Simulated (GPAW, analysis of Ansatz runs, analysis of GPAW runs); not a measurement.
# Local vibrational mode of the Al-H pair in Si (PBE) (GPAW)

Aim: the local vibrational mode of the Al-H pair in Si, to be set beside the measurement. Set-up: PBE, plane waves 500 eV, 64-site cell, measured lattice, k: the zone centre alone. The model is a cell of 64 host atoms with Al put on another atom's site and H put in between. The frequencies come from force constants among the defect atom and its neighbours, with the masses of the isotopes named. The measured lattice removes the functional's error in the volume.

What was measured. Si-H stretch, 1H: 2201 cm⁻¹, by IR absorption (quoted in “Local vibrational modes of impurities in silicon”, 2008, M.D. McCluskey, quoting earlier work (1987)).

Main program and level: GPAW 26.7.0; GPAW plane-wave PAW DFT, PBE; relaxation of all atoms of a defect supercell.

**1. The structure**

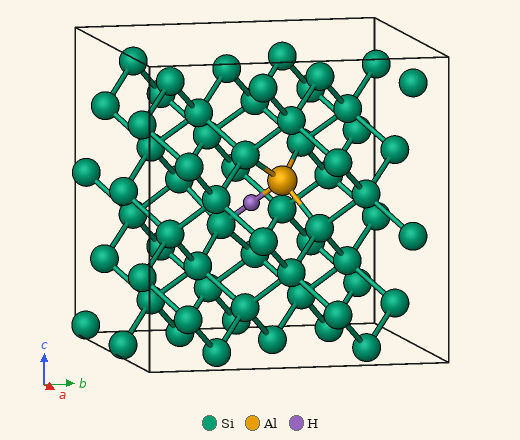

Start, viewed slightly off an axis; silicon teal, aluminium orange, hydrogen purple. Bonds to atoms that aren't drawn are left out.

The cell holds 65 atoms: 63 Si, 1 Al and 1 H. Its edges and angles: a = 10.862 Å, b = 10.862 Å, c = 10.862 Å, α = 90.0°, β = 90.0°, γ = 90.0°. It derives from Si (space group Fd-3m). Nearest the centre at fractional (0.346, 0.346, 0.346): H65 at 0.53 Å, Al8 at 1.01 Å, Si4 at 2.04 Å, Si49 at 2.58 Å, Si42 at 2.58 Å, Si27 at 2.60 Å, Si6 at 3.40 Å, Si5 at 3.42 Å.

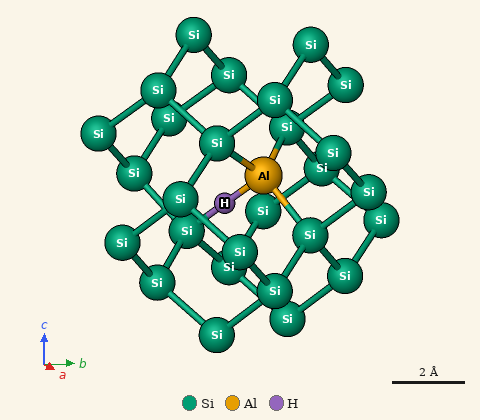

The atoms within 5 Å of the centre.

The host's primitive cell comes from a first run (GPAW plane-wave PAW DFT, PBE; relaxation of all atoms of a defect-free cell): vectors of 3.840, 3.840 and 3.840 Å. That is 20.02 Å³ an atom. The supercell is built on it.

**2. Relaxation, charge 0**

Every later number rests on the structure around the defect, so the atoms are relaxed at the host's lattice first.

File run.py:

```python
import numpy as np
from ase.io import read, write
from ase.parallel import parprint, world
from gpaw import GPAW, PW
from ase.optimize import BFGS

atoms = read('POSCAR')
calc = GPAW(mode=PW(500),
            xc='PBE',
            kpts={'size': (1, 1, 1), 'gamma': True},
            occupations={'name': 'fermi-dirac', 'width': 0.01},
            nbands=136,
            convergence={'density': 1e-05, 'forces': 0.001},
            maxiter=150,
            symmetry='off',
            txt='gpaw.txt')
atoms.calc = calc
opt = BFGS(atoms, trajectory='relax.traj', logfile='-')
done = opt.run(fmax=0.01, steps=80)
parprint('Converged:', done)
energy = atoms.get_potential_energy()
forces = atoms.get_forces()
parprint(f'Energy: {energy:.6f} eV, largest force {np.linalg.norm(forces, axis=1).max():.4f} eV/A')
calc.write('gs.gpw')
write('final.xyz', atoms)
for s in range(calc.get_number_of_spins()):
    parprint('Levels (eV), spin', s, calc.get_eigenvalues(kpt=0, spin=s)[-16:].round(3))
```

File POSCAR:

```
Si Al Si H 
 1.0000000000000000
    10.8619199999999996    0.0000000000000000    0.0000000000000000
     0.0000000000000000   10.8619199999999996    0.0000000000000000
     0.0000000000000000    0.0000000000000000   10.8619199999999996
 Si  Al  Si  H  
   7   1  56   1
Direct
  0.0014674581035097  0.0000436340925104  0.2488886807834438
 -0.0006804407717756  0.2517048584774135  0.0001443105982571
  0.2495042644561412 -0.0015534854568723  0.0008551589480991
  0.2377229960738238  0.2358751816693622  0.2380069674714300
  0.1241513829937329  0.1246628357097632  0.3765989174583874
  0.1257621178648719  0.3766193041961955  0.1245671052080475
  0.3735682673296422  0.1240075113749672  0.1244037823296116
  0.3992314113356454  0.4004367241489264  0.3979248597242744
 -0.0010813996331573  0.0014565836530138  0.7503151293636793
 -0.0012410638468873  0.2486445713027403  0.5001137593744128
  0.2496628459309015 -0.0016418972649059  0.5007621470500222
  0.2514403507523051  0.2511468295818247  0.7500232215688202
  0.1244766978489988  0.1262981182726563  0.8738035839228654
  0.1246749707147954  0.3767813977732378  0.6246663151817426
  0.3744283295277743  0.1267170527294615  0.6253395444243490
  0.3737402953264462  0.3736570609694024  0.8749948506119724
  0.0007788660632756  0.4983788374353620  0.2503944200998513
 -0.0009218104598853  0.7513106580887288  0.0009070879070788
  0.2499304399967335  0.5011052502774710  0.0014710373383326
  0.2491405925833354  0.7512917837518659  0.2509915045392077
  0.1248156978187134  0.6233735524167369  0.3741567511722254
  0.1259851191004813  0.8737821969892016  0.1240320827486661
  0.3742448107792877  0.6235680281776738  0.1258772192209798
  0.3757623015038189  0.8757464028336359  0.3765007154453421
  0.0012091208822858  0.4988350903837989  0.7507558967513989
  0.0002887704534269  0.7491152218668258  0.5015887564007604
  0.2483128882018912  0.5005644495114567  0.5004747822136212
  0.2509586583587393  0.7510477690212612  0.7488280265148151
  0.1237353257242701  0.6250184871275436  0.8736618576969937
  0.1253853597850385  0.8767242544311886  0.6244815290622664
  0.3761654484977598  0.6247737203962933  0.6235925572975469
  0.3736592430826368  0.8743500306738555  0.8739182059418322
  0.4989073915749602  0.0001416553605591  0.2485247006374876
  0.5017747759092382  0.2504309456033765  0.0002341452104803
  0.7485645992207768 -0.0011163408029474  0.0002894398648303
  0.7508154646159364  0.2499062061590893  0.2483517925506068
  0.6249655866284217  0.1234145352607255  0.3740643264986938
  0.6245838760322611  0.3742788819188755  0.1266423145792513
  0.8734108467893417  0.1245479405973352  0.1241872257446318
  0.8765167011372628  0.3739811615248579  0.3747720670219813
  0.5006594997023540  0.0006363943437493  0.7484029934243993
  0.5009861310192179  0.2514439467375161  0.4994229982211246
  0.7498291699500054  0.0018048410220281  0.5003220770092633
  0.7484163915478317  0.2492540217918689  0.7505710239958945
  0.6250941653960109  0.1251595733112093  0.8731680510767991
  0.6233229825931538  0.3749696028147884  0.6242403578151928
  0.8765406485179936  0.1249390783720981  0.6239934920169564
  0.8749979621507730  0.3764827006619483  0.8739082297792572
  0.4994286930848545  0.5000383872031764  0.2517500007005747
  0.5005131114087483  0.7515174422235398 -0.0009079941635845
  0.7515076024102785  0.4989825233521921  0.0002867819107973
  0.7482250612076412  0.7503872165622234  0.2496999612725121
  0.6237733945480891  0.6243899178164882  0.3762302871272092
  0.6257048781204246  0.8760543077391479  0.1263348968676238
  0.8738971352804075  0.6262715085978112  0.1257465406329483
  0.8735475617438591  0.8754671169397134  0.3739691787267408
  0.5002219287092851  0.5010568266872842  0.7485086138589514
  0.5008630554936795  0.7511154963010699  0.5011837106224927
  0.7508001375640078  0.4988808282353798  0.4987762344748223
  0.7495905015129022  0.7507029469632017  0.7516518305532539
  0.6256089083008207  0.6258840596407489  0.8735039930302758
  0.6235801684564783  0.8758860931314151  0.6257676489895468
  0.8767835216889462  0.6247905782633895  0.6254068913146843
  0.8751248315479309  0.8732037818779315  0.8746147920519162
  0.3173029678692011  0.3173064172991163  0.3178210883517253
```

Launch:

```
OMP_NUM_THREADS=1 mpirun -n 4 gpaw python run.py > stdout
```

Log:

```text
__  _  _
 | _ |_)|_||  |
 |__||  | ||/\| - 26.7.0

Input parameters:
  mode=PW(ecut=500.0),
  convergence={'density': 1e-05, 'forces': 0.001},
  kpts=MonkhorstPack(size=(1, 1, 1), gamma=True),
  maxiter=150,
  nbands=136,
  occupations=Occupations(name='fermi-dirac', width=0.01),
  symmetry=Symmetry(point_group=False, time_reversal=False),
  xc=XC(name='PBE')

Diagonalizing LCAO Hamiltonian
Converting LCAO to pw mode
        .--------------------------.
       /|                          |
      / |           Si             |
     /  |        Si            Si  |
    /   |Si           Si           |
   /    |    Si           Si       |
  /     |  Si Si        Si Si      |
 *   Si |      Si Si         Si    |
 |   Sii| Si    Si Sii Si          |
 |     Si        Si Si         Si  |
 |      |  Si  Si        Si Si     |
 |      |Si Sii       Si  Si       |
 |      |  Si  ASi      SiSi  Si   |
 |   Si .------Si-Si-Si----Sii-----.
 |   Si/    H  Si  Si        Si   /
 |    /  Si            Si        /i
 |   / Si  Si       Si          /
 Si /         Si         Si    /
 | /        Si  Si       Si   Si
 |/                          /
 *--------------------------*

Atoms  # Å, Bohr magnetons
|    | symbol |         x |         y |         z |    initial magnetic moments |
|----|--------|-----------|-----------|-----------|-----------------------------|
|  0 |     Si |  0.015939 |  0.000474 |  2.703409 | ( 0.0000,  0.0000,  0.0000) |
|  1 |     Si | -0.007391 |  2.733998 |  0.001567 | ( 0.0000,  0.0000,  0.0000) |
|  2 |     Si |  2.710095 | -0.016874 |  0.009289 | ( 0.0000,  0.0000,  0.0000) |
|  3 |     Si |  2.582128 |  2.562057 |  2.585213 | ( 0.0000,  0.0000,  0.0000) |
|  4 |     Si |  1.348522 |  1.354078 |  4.090587 | ( 0.0000,  0.0000,  0.0000) |
|  5 |     Si |  1.366018 |  4.090809 |  1.353038 | ( 0.0000,  0.0000,  0.0000) |
|  6 |     Si |  4.057669 |  1.346960 |  1.351264 | ( 0.0000,  0.0000,  0.0000) |
|  7 |     Al |  4.336420 |  4.349512 |  4.322228 | ( 0.0000,  0.0000,  0.0000) |
|  8 |     Si | -0.011746 |  0.015821 |  8.149863 | ( 0.0000,  0.0000,  0.0000) |
|  9 |     Si | -0.013480 |  2.700757 |  5.432196 | ( 0.0000,  0.0000,  0.0000) |
| 10 |     Si |  2.711818 | -0.017834 |  5.439238 | ( 0.0000,  0.0000,  0.0000) |
[...]
| 64 |      H |  3.446519 |  3.446557 |  3.452147 | ( 0.0000,  0.0000,  0.0000) |

Unit cell  # Å
| periodic |         x |         y |         z |   lengths |    angles |
|----------|-----------|-----------|-----------|-----------|-----------|
|      yes | 10.861920 |  0.000000 |  0.000000 | 10.861920 | 90.000000 |
|      yes |  0.000000 | 10.861920 |  0.000000 | 10.861920 | 90.000000 |
|      yes |  0.000000 |  0.000000 | 10.861920 | 10.861920 | 90.000000 |

Number of symmetries: 1
Symmetry operations  # r_c * U_cc + t_c -> r_c
|   | kind |            matrix            |
|---|------|------------------------------|
| 0 |  E   |  1, 0, 0,  0, 1, 0,  0, 0, 1 |

BZ-sampling:
  Number of BZ points: 1
  Number of IBZ points: 1

  Monkhorst-Pack size: [1, 1, 1]
  Monkhorst-Pack shift: [0, 0, 0]

K-points  # in reciprocal-cell coordinates
|   |                                coordinates |     weight |
|---|--------------------------------------------|------------|
| 0 | (  0.00000000,   0.00000000,   0.00000000) | 1.00000000 |

Plane wave coefficients: 16266
Cutoff: 500.0 eV

Spin-components: 1 (collinear spins)
Bands:           136
Projectors:      323
Spin-degeneracy: 2
Datatype:        float64

Density:
  Valence electrons: 256.0
  Components: 1
  Grid points: [60 60 60]
  Charge: 0.0  # |e|

Potential:
  Grid points: [60 60 60]

species:
  Si:
    name:    Silicon
    Z:       14.0
    valence: 4
    core:    10
    charge:  0.0  # [|e|]
    compensation charges:
      type: gauss
      rc: 0.33  # [Å]
      lmax: 2
    cutoffs:
      filter: 1.86  # [Å]
      core: 2.06  # [Å]
    projectors
    | kind |    occ | energy [eV] | rcut [Å] |
    |------|--------|-------------|----------|
    |   3s |  2.000 |     -10.812 |    1.058 |
    |   3p |  2.000 |      -4.081 |    1.058 |
    |    s |        |      16.399 |    1.058 |
    |    p |        |      23.130 |    1.058 |
    |    d |        |       0.000 |    1.058 |

    Using partial waves for Si as LCAO basis

  Al:
    name:    Aluminium
    Z:       13.0
    valence: 3
    core:    10
    charge:  0.0  # [|e|]
    compensation charges:
      type: gauss
      rc: 0.34  # [Å]
      lmax: 2
    cutoffs:
      filter: 1.91  # [Å]
      core: 2.36  # [Å]
    projectors
    | kind |    occ | energy [eV] | rcut [Å] |
    |------|--------|-------------|----------|
    |   3s |  2.000 |      -7.753 |    1.085 |
    |   3p |  1.000 |      -2.712 |    1.085 |
    |    s |        |      19.459 |    1.085 |
    |    p |        |      24.499 |    1.085 |
    |    d |        |       0.000 |    1.085 |

    Using partial waves for Al as LCAO basis

  H:
    name:    Hydrogen
    Z:       1.0
    valence: 1
    core:    0
    charge:  0.0  # [|e|]
    compensation charges:
      type: gauss
      rc: 0.15  # [Å]
      lmax: 2
    cutoffs:
      filter: 0.85  # [Å]
      core: 0.53  # [Å]
    projectors
    | kind |    occ | energy [eV] | rcut [Å] |
[...]
convergence criteria:
- Maximum integral of absolute [dens]ity change: 1e-05 electrons / valence electron
- Maximum change in the atomic [forces] across last 2 cycles: 0.001 eV/Ang OR
Maximum error relative to the maximum force is below inf
- Maximum [total energy] change in last 3 cyles: 0.0005 eV / valence electron
- Maximum integral of absolute [eigenst]ate change: 4e-08 eV^2 / valence electron
maximum number of iterations: 150

SCF iterations
|iter     | |      energy | eigst |  dens |force |
|---------|-|-------------|-------|-------|------|
|iter:   1| | -338.921440c| -6.34 |       |      |
[...]
|iter:   3| | -338.921433c| -7.39 | -4.17 |      |
|iter:   4| | -338.921433c| -7.76c| -4.54 |      |
|iter:   5| | -338.921433c| -8.02c| -4.81 |      |
|iter:   6| | -338.921433c| -8.58c| -5.08c|-2.20 |
|iter:   7| | -338.921433c| -9.07c| -5.50c|-3.76c|

Converged in 7 steps
SCF loop duration: 17.363 s (2.480 s/step)
Energy contributions relative to reference atoms: (reference = -503455.601191)

Energy contributions:
  Kinetic:         549.579545
  Coulomb:        -469.570553
  Zero:             -0.799236
  External:          0.000000
  Xc:             -418.131189
  Entropy:          -0.000000
  Spinorbit:         0.000000
  ----------------------------
  Free energy:    -338.921433
  Extrapolated:   -338.921433

dipole moment: (185.834562, 92.169900, 185.939951)  # |e|*Ang

Fermi level: 5.661
Eigenvalues  # (at kpt = [0.000, 0.000, 0.000])
| band index |      eig [eV] | occ [0-2] |
|------------|---------------|-----------|
[...]
|        ... |               |           |
[...]
Gap: 0.539 eV
Transition (v -> c):
  (s=0, k=0, n=127, [0.00, 0.00, 0.00]) -> (s=0, k=0, n=128, [0.00, 0.00, 0.00])
No difference between direct/indirect transitions

Forces  # eV/Ang
|        x |        y |        z |
|----------|----------|----------|
[...]
.------Si------------------.
       /|                          |
      / |        Si Si         SiSi|
     /  |            Si            |
    /   |SiSi         Si Si        |
   /    |    Si Si         Si Si   |
  /     |  Si Sii       Si Si      |
 *      |      Si Si Si     Si Si  |
 |   Si | Si       Sii Si    Si  Si|
 |     Si        Si  Si        Si  |
 |      |  Si         Si Si Si     Si
 |      |Si Sii       Si SiSi      |
 |      | Si   ASi      Si Si Si   |
 |      .---------Si-----------Si--.
 |   Si/    H   Si Si        Si   /
 |    /  Si            Si        /
 |   / Si            Si         /
 |  /                          /
 | /        Si           Si   /
 |/                          /
 *--------------------------*

Atoms  # Å, Bohr magnetons
|    | symbol |         x |         y |         z |    initial magnetic moments |
|----|--------|-----------|-----------|-----------|-----------------------------|
[...]
|  7 |     Al |  4.353885 |  4.360624 |  4.354323 | ( 0.0000,  0.0000,  0.0000) |
[...]
| 59 |     Si |  8.146408 |  8.147982 |  8.146178 | ( 0.0000,  0.0000,  0.0000) |
| 60 |     Si |  6.785149 |  6.788375 |  9.498999 | ( 0.0000,  0.0000,  0.0000) |
| 61 |     Si |  6.785839 |  9.501298 |  6.786462 | ( 0.0000,  0.0000,  0.0000) |
| 62 |     Si |  9.499993 |  6.788639 |  6.785578 | ( 0.0000,  0.0000,  0.0000) |
| 63 |     Si |  9.505045 |  9.506530 |  9.505052 | ( 0.0000,  0.0000,  0.0000) |
| 64 |      H |  3.382248 |  3.363482 |  3.382209 | ( 0.0000,  0.0000,  0.0000) |

Unit cell  # Å
| periodic |         x |         y |         z |   lengths |    angles |
|----------|-----------|-----------|-----------|-----------|-----------|
|      yes | 10.861920 |  0.000000 |  0.000000 | 10.861920 | 90.000000 |
|      yes |  0.000000 | 10.861920 |  0.000000 | 10.861920 | 90.000000 |
|      yes |  0.000000 |  0.000000 | 10.861920 | 10.861920 | 90.000000 |

Initialization done in: 1.401 s

convergence criteria:
- Maximum integral of absolute [dens]ity change: 1e-05 electrons / valence electron
- Maximum change in the atomic [forces] across last 2 cycles: 0.001 eV/Ang OR
Maximum error relative to the maximum force is below inf
- Maximum [total energy] change in last 3 cyles: 0.0005 eV / valence electron
- Maximum integral of absolute [eigenst]ate change: 4e-08 eV^2 / valence electron
maximum number of iterations: 150

SCF iterations
|iter     | |      energy | eigst |  dens |force |
|---------|-|-------------|-------|-------|------|
|iter:   1| | -338.921467c| -6.50 |       |      |
|iter:   2| | -338.921466c| -8.12c| -4.21 |      |
|iter:   3| | -338.921462c| -7.31 | -4.26 |      |
|iter:   4| | -338.921461c| -7.52c| -4.63 |      |
|iter:   5| | -338.921461c| -7.77c| -4.86 |      |
|iter:   6| | -338.921461c| -8.55c| -5.15c|-1.98 |
|iter:   7| | -338.921461c| -8.92c| -5.52c|-3.68c|

Converged in 7 steps
SCF loop duration: 16.613 s (2.373 s/step)
Energy contributions relative to reference atoms: (reference = -503455.601191)

Energy contributions:
  Kinetic:         549.588470
  Coulomb:        -469.577285
  Zero:             -0.799241
  External:          0.000000
  Xc:             -418.133405
  Entropy:          -0.000000
  Spinorbit:         0.000000
  ----------------------------
  Free energy:    -338.921461
  Extrapolated:   -338.921461

dipole moment: (185.826231, 92.169690, 185.933319)  # |e|*Ang

Fermi level: 5.661
Eigenvalues  # (at kpt = [0.000, 0.000, 0.000])
| band index |      eig [eV] | occ [0-2] |
|------------|---------------|-----------|
[...]
|        ... |               |           |
[...]
|        131 |         6.053 |     0.000 |
|        132 |         6.076 |     0.000 |
|        133 |         6.076 |     0.000 |
|        134 |         6.381 |     0.000 |
|        135 |         6.443 |     0.000 |

Gap: 0.539 eV
Transition (v -> c):
  (s=0, k=0, n=127, [0.00, 0.00, 0.00]) -> (s=0, k=0, n=128, [0.00, 0.00, 0.00])
No difference between direct/indirect transitions

Forces  # eV/Ang
|        x |        y |        z |
|----------|----------|----------|
[...]
|  0.00385 |  0.00403 |  0.00205 |  # Si  60
|  0.00361 |  0.00020 |  0.00249 |  # Si  61
| -0.00116 |  0.00249 |  0.00295 |  # Si  62
| -0.00242 | -0.00110 |  0.00010 |  # Si  63
|  0.00124 | -0.00768 |  0.00069 |  # H   64

# Writing to gs.gpw (mode='')
```

Run time: 10 min. Hardware: 4 MPI ranks of Arm Neoverse V2, shared host; peak memory 1.7 GiB; 40 min of CPU time.

The steps of the relaxation (22 of 24):

| step | energy less that of the first step (eV) |
| --- | --- |
| 0 | 0.0000 |
| 1 | -0.3321 |
| 2 | -0.7024 |
| 3 | -0.7521 |
| 4 | -0.8011 |
| 5 | -0.8198 |
| 7 | -0.8353 |
| 8 | -0.8386 |
| 9 | -0.8405 |
| 10 | -0.8419 |
| 11 | -0.8429 |
| 12 | -0.8436 |
| 13 | -0.8440 |
| 14 | -0.8442 |
| 15 | -0.8444 |
| 16 | -0.8445 |
| 18 | -0.8447 |
| 19 | -0.8448 |
| 20 | -0.8449 |
| 21 | -0.8449 |
| 22 | -0.8450 |
| 23 | -0.8450 |

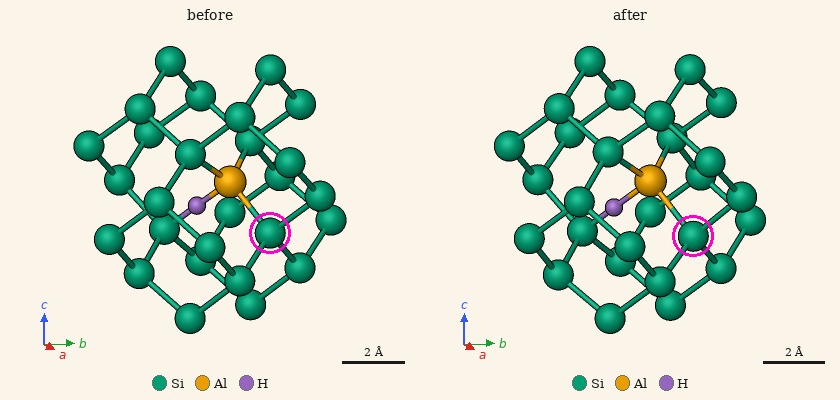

Before and after: the atoms that start within 5 Å of the centre. Si49, which moves most, is ringed if it is among them.

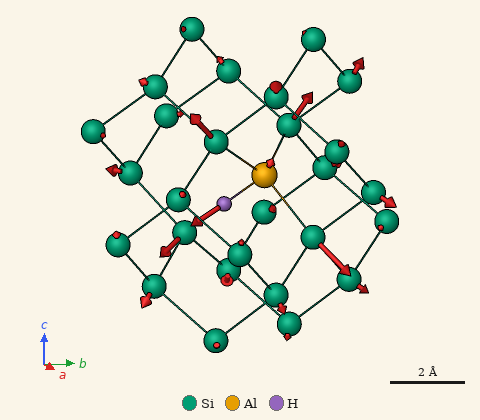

Displacements in the relaxation near the centre, exaggerated; the longest in the cell stands for 0.16 Å.

The atoms that moved most (Å):

| atom | dx | dy | dz | length |
| --- | --- | --- | --- | --- |
| Si49 | 0.089 | 0.086 | -0.100 | 0.159 |
| Si42 | 0.072 | -0.090 | 0.089 | 0.146 |
| Si27 | -0.064 | 0.080 | 0.078 | 0.129 |
| H65 | -0.064 | -0.083 | -0.070 | 0.126 |
| Si4 | -0.070 | -0.048 | -0.072 | 0.111 |
| Si6 | -0.058 | 0.008 | -0.044 | 0.073 |
| Si46 | 0.053 | -0.014 | 0.044 | 0.071 |
| Si53 | 0.047 | 0.043 | -0.029 | 0.070 |

The atoms nearest to the centre after the run:

| atom | distance (Å) |
| --- | --- |
| H65 | 0.657 |
| Al8 | 1.041 |
| Si4 | 2.151 |
| Si42 | 2.725 |
| Si49 | 2.730 |
| Si27 | 2.731 |
| Si6 | 3.477 |
| Si7 | 3.478 |
| Si5 | 3.479 |

Neighbours of the added atoms: H65: Si4 1.49, Al8 1.70, Si7 3.01 Å.

(Continued in part 2 of 2.)

[Logs are printed without paths, hosts, clocks, repeated set-up lines and the standing remarks that a program may print on its own settings, such as how far it seeks lower states.]

[Hosts, paths, dates, database ids (printed as entryN), source tags and the programs' standing remarks are cut or masked in the printed files.]

[For some hosts the program warned that the k-mesh of the response run may be too coarse for force constants and the static dielectric constant; such warnings are not shown here.]
